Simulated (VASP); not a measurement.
```xyz
4
Lattice="4.4837 0.0000 0.0000 -2.2419 3.8830 0.0000 0.0000 0.0000 7.8375" Properties=species:S:1:pos:R:3 pbc="T T T"
Na    2.2419    1.2943    5.8781
Na    0.0000    2.5887    1.9594
Cl    0.0000    0.0000    5.8781
Cl    0.0000    0.0000    1.9594
```

Space group P6₃/mmc; a generated structure, not necessarily the stable one.

Computed with Kohn-Sham DFT of a periodic cell, PBE with D3(BJ), VASP PAW PBE potentials, recommended in VASP.

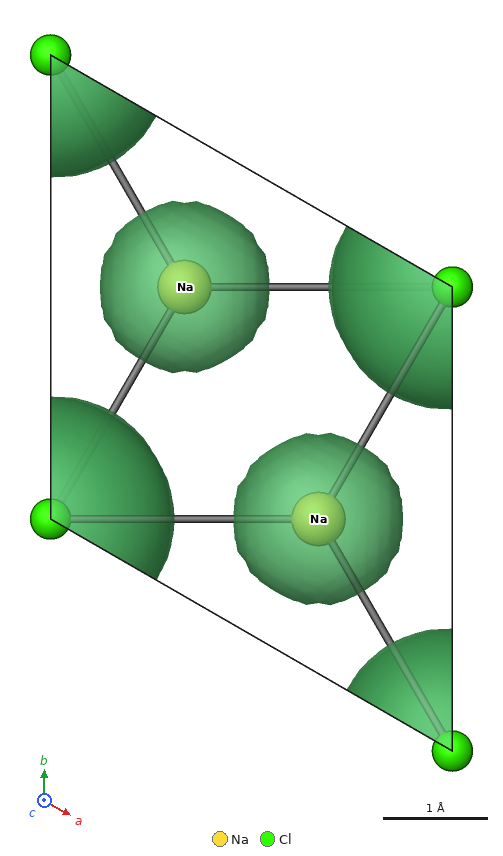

NaCl. Isosurface of the valence electron density at 0.3 e/Å³ (green), seen along the c axis. Sticks mark near contacts.

In a PAW calculation such maps are meaningful between the atoms, not at the nuclei.

What does this surface tell about the bonding?

At this value the density breaks into separate islands; it holds about 80 % of the electrons treated as valence. It bridges none of the near contacts. It is pinched off along the shortest Na–Cl (2.59 Å) contacts. On the grid the lowest density along these lines, outside the cores, is 0.16 e/Å³ (Na–Cl, 2.59 Å).
